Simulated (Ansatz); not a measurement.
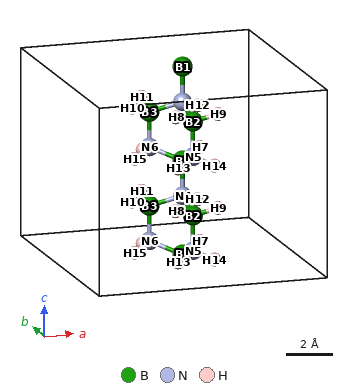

This is the input geometry for a relaxation of a wire of composition B₃H₁₀N₃. A ball-and-stick model of the 2 repeat of the cell, with the vacuum cut short, seen slightly off an axis.

Case: wire along [0 0 1], 6 atoms a period, capped with H.

These are results of DFT PBE, scalar-relativistic, plane waves, PAW in Ansatz, not measurements.

Input file:
```yaml
crystal:
  lattice:
    - [12.2, 0.0, 0.0]
    - [0.0, 13.2, 0.0]
    - [0.0, 0.0, 4.2245145362]
  atoms:
    - { symbol: B, position: [0.5523479528, 0.5067221236, 0.9998058547] }
    - { symbol: B, position: [0.5523479528, 0.3949882216, 0.4998058547] }
    - { symbol: B, position: [0.4476520472, 0.5625890746, 0.4998058547] }
    - { symbol: "N", position: [0.5523479528, 0.5067221236, 0.6251941453] }
    - { symbol: "N", position: [0.5523479528, 0.3949882216, 0.1251941453] }
    - { symbol: "N", position: [0.4476520472, 0.5625890746, 0.1251941453] }
    - { symbol: H, position: [0.6318490408, 0.5491448274, 0.0950197551] }
    - { symbol: H, position: [0.4728468648, 0.3525655179, 0.5950197551] }
    - { symbol: H, position: [0.6318490408, 0.3525655179, 0.5950197551] }
    - { symbol: H, position: [0.3681509592, 0.5201663708, 0.5950197551] }
    - { symbol: H, position: [0.4476520472, 0.6474344821, 0.5950197551] }
    - { symbol: H, position: [0.6204917425, 0.5430844411, 0.5435822307] }
    - { symbol: H, position: [0.4842041631, 0.3586259041, 0.0435822307] }
    - { symbol: H, position: [0.6204917425, 0.3586259041, 0.0435822307] }
    - { symbol: H, position: [0.3795082575, 0.5262267571, 0.0435822307] }
    - { symbol: H, position: [0.4476520472, 0.6353137096, 0.0435822307] }
basis:
  ecutwfc: 420
kpoints:
  mp_grid: { grid: [1, 1, 8] }
hamiltonian:
  xc: pbe
scf:
  occupations: { method: gaussian, width: 0.05 }
output:
  forces: true
  stress: true
  eigenvalues: true
  populations: true
  write_density: true
  write_potential: true
  elf: true
  volumetric_format: npy
relax:
  adjacent_minimum: "off"
  f_tol: 0.02
  max_steps: 45
  cell: { fix: [a, b, alpha, beta, gamma], stress_tol: 0.03 }
```

Launched with:
```bash
ansatz run input.yaml --threads 4 --pin off --max-ram 11264MiB --backend cpu --events-out ev --progress --plain --runs-dir out
```

Predict the outcome.

Answer. The energy falls by 0.455 eV per cell of the calculation in 6 accepted moves (8 points after the start). The largest force component goes from 1.2 to 0.008 eV/Å. The SCF was repeated twice at an unchanged geometry on a basis and grid sized afresh for the cell, which shifted the energy by 28.8 meV per cell of the calculation at most. The largest moves relative to the centre of the atoms, 0.16 Å, are those of H8 and H10. By element the largest moves are H 0.16 Å, N 0.12 Å, B 0.04 Å. Along the periodic axis the drawn cell goes c 8.449 → 8.889 Å (+5.2 %). Some distances before and after: B2–N5 1.583 → 1.611 Å, B1–H7 1.190 → 1.218 Å, B1–N4 1.583 → 1.592 Å, B1–N5 1.567 → 1.576 Å. Bond angles that change, for instance: B1–N5–B2 109.8° → 116.9°, B1–N4–H12 109.8° → 103.5°, H13–N5–H14 109.2° → 103.3°.

History of the run:

```tsv
step	E − E(0), meV/atom	largest force component, eV/Å	note
0	0.00	1.1844	
1	-23.57	0.3667	
2	-26.19	0.1843	
3	-26.57	0.0682	
4	-26.62	0.0302	
5	-26.64	0.0096	
6	-28.44	0.0113	same geometry, new basis
7	-28.42	0.0080	
8	-28.47	0.0080	same geometry, new basis
```

The end point in the same view:

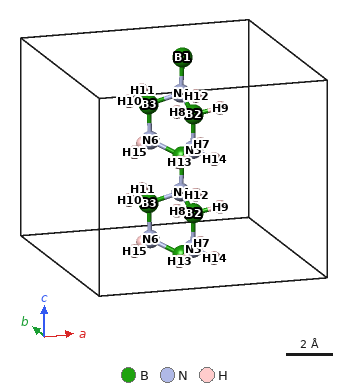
